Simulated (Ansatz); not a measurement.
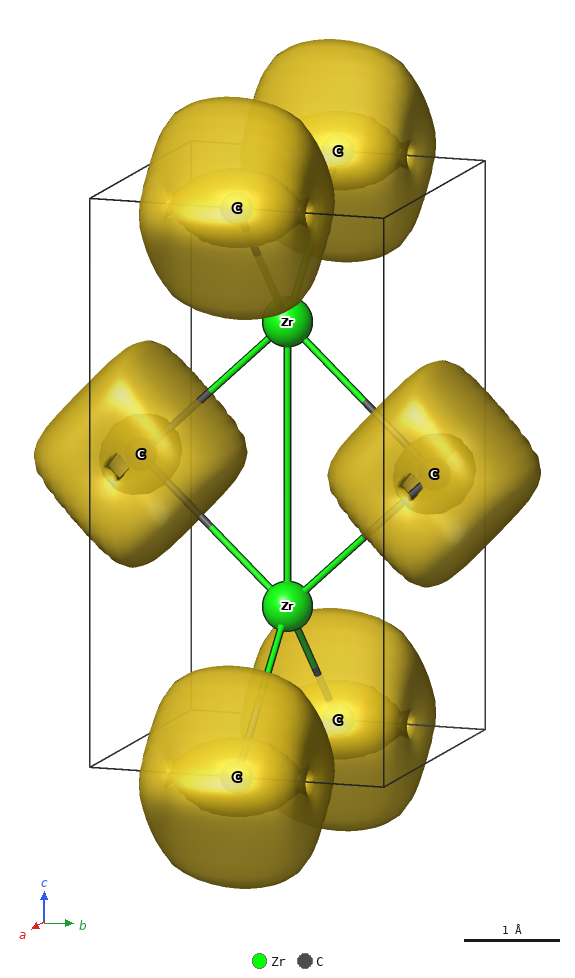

The picture shows: ZrC. Isosurface of the ELF at 0.65 (yellow), seen slightly off an axis. Only the valence region is drawn (cores and ρ < 0.01 e/Å³ removed). Sticks mark near contacts.

Space group P4₂/mmc; a structure generated by program, which may or may not match a known phase.

Level of theory: Ansatz 0.2.0, DFT PBE, scalar-relativistic, plane waves, PAW.

Describe the localisation domains.

The surface consists of two regions wrapped around C (the valence shell of each), counted in one cell of 4 atoms. Regions shared between cells count once.

Values along the shortest contacts:
Zr–C (2.26 Å): the ELF peaks at about 0.85 in the valence shell of C, 0.7 Å from its nucleus, and is about 0.30 at the midpoint: no shared electron pair shows on this line. Zr–Zr (3.08 Å): the ELF is about 0.20 at the midpoint (no localised pair shows between them).

Does the calculation give a band gap?

It is gapless in this calculation (a metal or semimetal).
